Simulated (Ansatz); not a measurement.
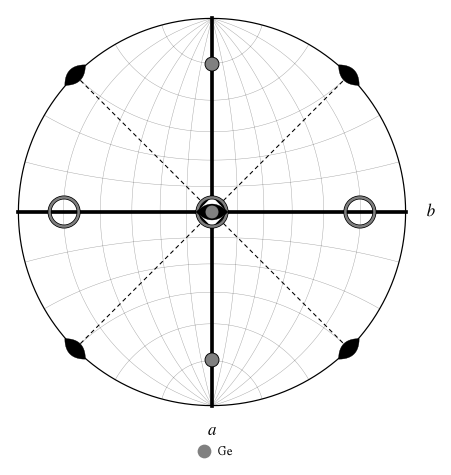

Directions from one germanium atom at (0, 1/2, 3/4) to its bonded neighbours, in stereographic projection down c (filled: above the plane of the page or in it, open: below). Crystal: Ge, coordinates from a relaxation with DFT PBEsol, scalar-relativistic, plane waves, PAW in Ansatz 0.2.0. The drawing is computed from the coordinates (standard cell, symmetry found to 0.002 Å).

Neighbours are counted up to 2.93 Å for Ge. The symmetry elements of the site are drawn in: heavy lines are mirror planes (a heavy rim: a mirror in the plane of the page); lens, triangle, square and hexagon are 2-, 3-, 4- and 6-fold axes, a lens in an open square is −4, a triangle in an open hexagon −6; thin dashed diameters join the ends of axes that lie in the page; a small open circle marks inversion.

```
Ge
1.0
     5.12603    0.00000    0.00000
     0.00000    5.12603    0.00000
     0.00000    0.00000    2.79332
Ge
4
Direct
  0.00000 0.50000 0.75000
  0.00000 0.00000 0.50000
  0.50000 0.00000 0.25000
  0.50000 0.50000 0.00000
```

**How many neighbours are there, and at what angles?**

6: 4 Ge at 2.66 Å, 2 Ge at 2.79 Å. Angles between bonds: 75° (4×), 94° (4×), 105° (4×), 150° (2×), 180° (1×).

**What is the site's symmetry in the crystal?**

Point group -42m (D2d), order 8: one −4 axis, two twofold axes, two mirror planes. In I4₁/amd (No. 141, origin choice 1) this is Wyckoff position 4b.
